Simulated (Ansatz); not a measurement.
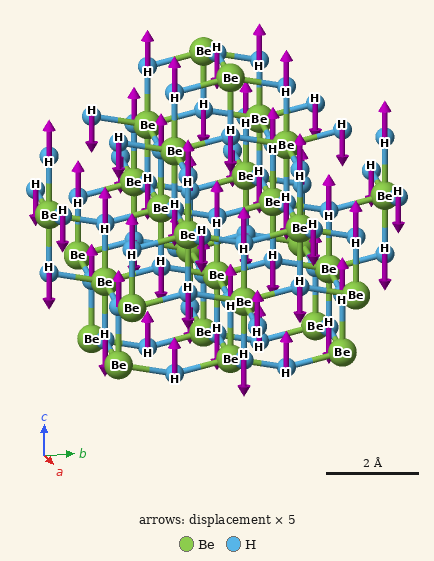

A relaxation of a crystal of BeH2 (built on the anatase type). The starting structure is drawn; purple arrows show the displacements (the part carried along by the change of the cell is left out), 5 times their true length.

The picture is a ball-and-stick view of the atoms within 4.2 Å of the atom that moves most (axes of the conventional cell (2 times the calculation's cell)), seen slightly off an axis. Lengths and directions refer to the drawn axes.

Theory: DFT, PBEsol, plane waves, PAW in Ansatz.

Input file:
```yaml
crystal:
  lattice:
    - [-1.25928407, 1.25928407, 3.1608030157]
    - [1.25928407, -1.25928407, 3.1608030157]
    - [1.25928407, 1.25928407, -3.1608030157]
  atoms:
    - { symbol: Be, position: [0.75, 0.25, 0.5] }
    - { symbol: Be, position: [0.0, 0.0, 0.0] }
    - { symbol: H, position: [0.542, 0.042, 0.5] }
    - { symbol: H, position: [0.792, 0.792, 0.0] }
    - { symbol: H, position: [0.208, 0.208, 0.0] }
    - { symbol: H, position: [0.958, 0.458, 0.5] }
kpoints:
  mp_grid: { grid: [12, 12, 12] }
hamiltonian:
  xc: pbesol
scf:
  occupations: { method: fermi_dirac, width: 0.03 }
relax:
  f_tol: 0.01
  cell: {}
  max_steps: 120
```

Launched with:
```bash
ansatz run input.yaml --threads 2 --pin off --max-ram 2211MiB --backend cpu --events-out ev --progress --plain --runs-dir out
```

> Which element moves most?

Hydrogen: up to 0.17 Å, against 0.00 Å for beryllium.

> Describe the change and its energy.

The energy falls by 701 meV per atom in 10 accepted moves (12 points after the start). Largest force component: 1.7 eV/Å at the start, 0.00047 eV/Å at the end. The pressure goes from 119.39 to 0.01 GPa. At 2 points the geometry stayed and the basis and grid were re-selected for the new cell (energy shift of 17.3 meV per atom at most each time). The largest moves relative to the cell, 0.17 Å, are those of H3, H4, H5 and H6. H5 goes along +c. Be stays in place. Cell: a = b 2.519 → 3.214 Å (+27.6 %), c 6.322 → 6.615 Å (+4.6 %). Volume +70.4 %. Near-neighbour distances that change, for instance: Be1–H4 1.287 → 1.611 Å, Be1–H3 1.315 → 1.541 Å. Bond angles that change, for instance: H3–Be2–H3 156.2° → 172.0°, Be2–H6–Be2 156.2° → 172.0°, H3–Be2–H4 101.9° → 94.0°. The space group stays I4_1/amd (No. 141).
